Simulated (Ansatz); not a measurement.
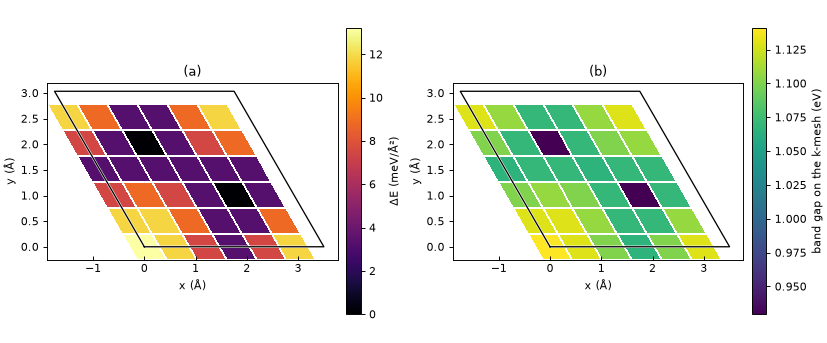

A bilayer of two Te₂Mo sheets (1H type) (6 atoms in the cell). The upper layer of a bilayer is slid over the lower one; relaxed at each slide: the heights of all atoms; the origin of the map has Te4 above Te3. Places are given modulo a cell vector. The map is drawn in real space over the plane of the slide. Grid: 6 × 6 points; 7 points were computed and 29 follow by symmetry. Energies are in meV/Å², from the lowest grid point. These are results of DFT PBE+D3(BJ), scalar-relativistic, plane waves, PAW (Ansatz 0.2.0), not measurements. Settings: cutoff 420 eV, k-mesh 9×9×1, gaussian smearing 0.05 eV, no spin polarisation.

Panel (a) is the energy and panel (b) the computed band gap on the k-mesh on the same grid.

Drawn: one coloured cell a grid point, the outline of one cell of the plane.

Question: How does the band gap on the k-mesh vary over the map, and what is it at the lowest grid point?

Answer: It runs from 0.93 eV at (2/6, 4/6) of the cell vectors to 1.14 eV at (0/6, 0/6) of the cell vectors. At the lowest grid point, (2/6, 4/6) of the cell vectors, it is 0.93 eV.

PAW datasets: the set soft_1.
